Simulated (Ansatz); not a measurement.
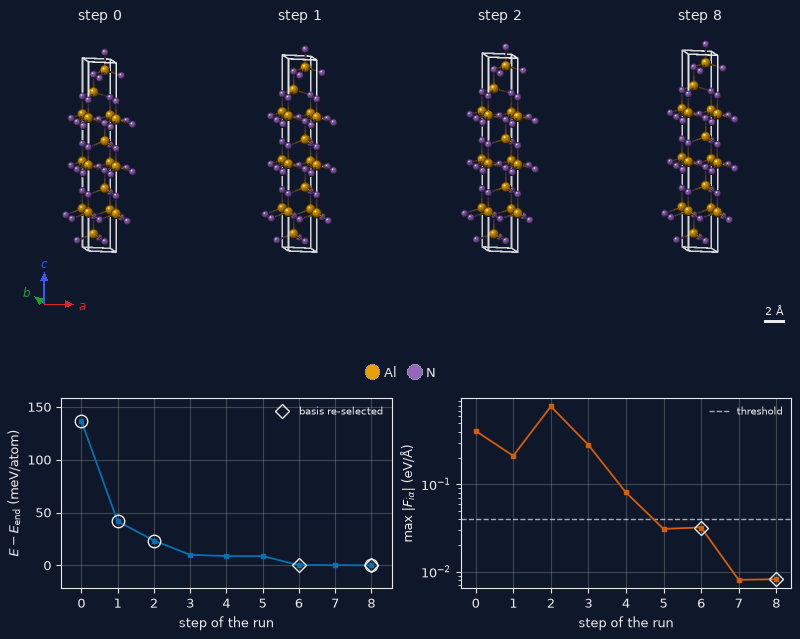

Frames of a relaxation of a crystal of AlN (a generated structure, set up in P3m1) (coarse preliminary run), marked on the history of the run. Style: ball-and-stick. Shown: the cell of the calculation, slightly off an axis.

These are results of DFT PBE, scalar-relativistic, plane waves, PAW (Ansatz), not measurements.

Input
```yaml
crystal:
  lattice:
    - [2.96996018, 0.0, 0.0]
    - [-1.48498009, 2.57206096, 0.0]
    - [0.0, 0.0, 19.43725176]
  atoms:
    - { symbol: Al, position: [0.33333333, 0.66666667, 0.82798256] }
    - { symbol: Al, position: [0.0, 0.0, 0.70339106] }
    - { symbol: Al, position: [0.66666667, 0.33333333, 0.32794876] }
    - { symbol: Al, position: [0.66666667, 0.33333333, 0.57839568] }
    - { symbol: Al, position: [0.0, 0.0, 0.45315011] }
    - { symbol: Al, position: [0.33333333, 0.66666667, 0.07841434] }
    - { symbol: Al, position: [0.0, 0.0, 0.20309894] }
    - { symbol: Al, position: [0.66666667, 0.33333333, 0.95310946] }
    - { symbol: "N", position: [0.66666667, 0.33333333, 0.04689054] }
    - { symbol: "N", position: [0.66666667, 0.33333333, 0.67205124] }
    - { symbol: "N", position: [0.33333333, 0.66666667, 0.92158566] }
    - { symbol: "N", position: [0.0, 0.0, 0.29660894] }
    - { symbol: "N", position: [0.0, 0.0, 0.79690106] }
    - { symbol: "N", position: [0.0, 0.0, 0.54684989] }
    - { symbol: "N", position: [0.33333333, 0.66666667, 0.17201744] }
    - { symbol: "N", position: [0.66666667, 0.33333333, 0.42160432] }
basis:
  ecutwfc: 420
kpoints:
  mp_grid: { grid: [6, 6, 1] }
hamiltonian:
  xc: pbe
scf:
  occupations: { method: gaussian, width: 0.1 }
  lower_state_search: "off"
output:
  forces: true
  stress: true
  eigenvalues: true
relax:
  adjacent_minimum: "off"
  f_tol: 0.04
  max_steps: 70
  cell: { stress_tol: 0.4 }
```

Command:
```bash
ansatz run input.yaml --threads 1 --pin off --max-ram 2560MiB --backend cpu --events-out ev --progress --plain --runs-dir out
```

> What happens along the run?

The largest move relative to the cell is that of Al2, 0.028 Å along −c. Largest moves by element: Al 0.028 Å, N 0.023 Å. Cell: a = b 2.970 → 3.120 Å (+5.1 %), c 19.437 → 20.224 Å (+4.0 %). Volume +14.8 %. Among the contacts that change: Al1–N11 1.819 → 1.915 Å, Al1–N13 1.818 → 1.906 Å, Al2–N10 1.820 → 1.903 Å. The space group stays P3m1 (No. 156). After 6 accepted moves (8 points after the start) the energy has fallen by 137 meV per atom. The largest force component goes from 0.41 to 0.0082 eV/Å. The pressure goes from 35.11 to 0.06 GPa. The SCF was repeated twice at an unchanged geometry on a basis and grid sized afresh for the cell, which shifted the energy by 8.5 meV per atom at most. From step 0 to 1: Al2 moves most (0.02 Å), volume +6.5 %, energy −95.1 meV per atom. From step 1 to 2: Al2 moves most (0.06 Å), volume +8.5 %, energy −18.3 meV per atom. From step 2 to 8: Al2 moves most (0.04 Å), volume −0.6 %, energy −23.5 meV per atom.

```json
{"step": "0", "E − E(0), meV/atom": "0.00", "largest force component, eV/Å": "0.4093", "pressure, GPa": "35.11", "volume, Å³/atom": "9.280", "note": ""}
{"step": "1", "E − E(0), meV/atom": "-95.05", "largest force component, eV/Å": "0.2124", "pressure, GPa": "16.50", "volume, Å³/atom": "9.883", "note": ""}
{"step": "2", "E − E(0), meV/atom": "-113.34", "largest force component, eV/Å": "0.7813", "pressure, GPa": "-2.66", "volume, Å³/atom": "10.722", "note": ""}
{"step": "3", "E − E(0), meV/atom": "-126.83", "largest force component, eV/Å": "0.2832", "pressure, GPa": "0.45", "volume, Å³/atom": "10.578", "note": ""}
{"step": "4", "E − E(0), meV/atom": "-128.00", "largest force component, eV/Å": "0.0808", "pressure, GPa": "0.80", "volume, Å³/atom": "10.557", "note": ""}
{"step": "5", "E − E(0), meV/atom": "-128.08", "largest force component, eV/Å": "0.0310", "pressure, GPa": "0.05", "volume, Å³/atom": "10.595", "note": ""}
{"step": "6", "E − E(0), meV/atom": "-136.55", "largest force component, eV/Å": "0.0321", "pressure, GPa": "1.22", "volume, Å³/atom": "10.595", "note": "same geometry, new basis"}
{"step": "7", "E − E(0), meV/atom": "-136.61", "largest force component, eV/Å": "0.0081", "pressure, GPa": "0.05", "volume, Å³/atom": "10.657", "note": ""}
{"step": "8", "E − E(0), meV/atom": "-136.82", "largest force component, eV/Å": "0.0082", "pressure, GPa": "0.06", "volume, Å³/atom": "10.657", "note": "same geometry, new basis"}
```
